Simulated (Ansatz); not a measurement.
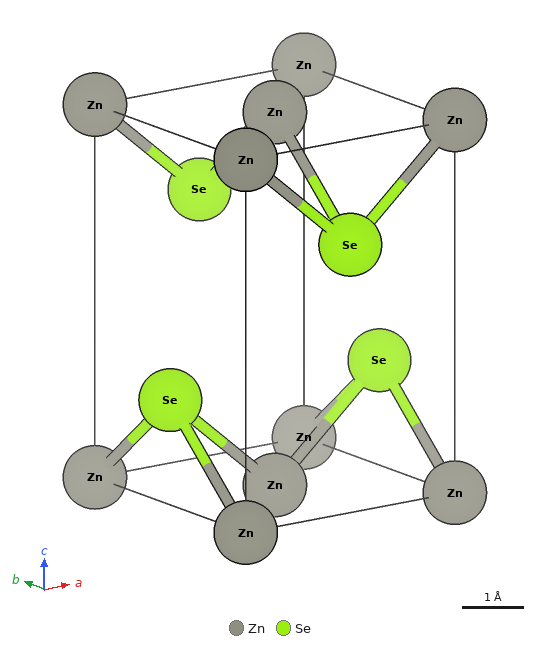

Drawn in the ball-and-stick manner and seen from a general direction. Atoms at the boundary of the conventional unit cell (the box) are drawn once for each face, edge or corner they touch.

ZnSe, space group P4/nmm (No. 129), a = 4.27 Å, b = 4.27 Å, c = 6.40 Å, α = 90.00°, β = 90.00°, γ = 90.00°.

The numbers come from DFT PBE, scalar-relativistic, plane waves, PAW (Ansatz 0.2.0), using a plane-wave cutoff of 420 eV, Brillouin-zone sampling on an 8×8×6 mesh, Gaussian smearing of 0.02 eV, no spin polarisation.

### Predict the gap.

A semiconductor at this level, with a gap of 1.07 eV on the k-mesh (the true edges may lie between mesh points, so the gap can be somewhat smaller).

### What is the computed pressure?

The computed pressure is -8.2 GPa (stretched: it would shrink). The stress isn't hydrostatic: its largest component is 11.6 GPa.

The initial geometry was a structure listed in the Materials Project. The cell was then strained or its atoms displaced on purpose. It was run through Ansatz as a DFT input.

At this level of theory the cell isn't at rest (stretched, at -8 GPa and forces up to 2.4 eV/Å), so its distances can differ from those at equilibrium, the more so the softer the solid.
